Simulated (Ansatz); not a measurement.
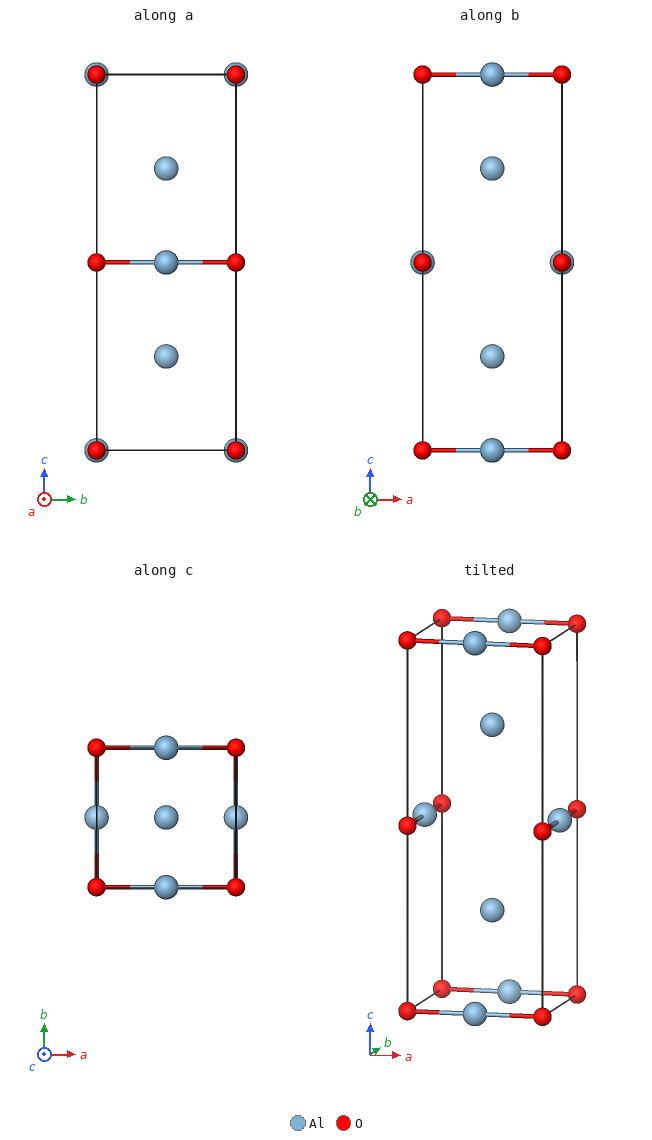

The figure gives a ball-and-stick picture of the atoms, viewed along the a axis, along the b axis, along the c axis and slightly off an axis. The box is the conventional unit cell; atoms on or close to its faces, edges and corners are drawn wherever they repeat.

Lattice parameters: a = 3.422 Å, b = 3.422 Å, c = 9.227 Å, α = 90.00°, β = 90.00°, γ = 90.00°. Put a along x and b in the xy plane.

### From the views, write a POSCAR file.

```
Al O
1.0
     3.422    0.000    0.000
     0.000    3.422    0.000
     0.000    0.000    9.227
Al O
4 2
Direct
  0.5000 0.5000 0.7500
  0.5000 0.5000 0.2500
  0.5000 0.0000 0.0000
  0.0000 0.5000 0.5000
  0.0000 0.0000 0.5000
  0.0000 0.0000 0.0000
```

The cell started as a random cell made by a generator, so it need not be a real form of the compound. Earlier steps of the study may have refined or changed the cell and positions. It was run through Ansatz as a DFT input.
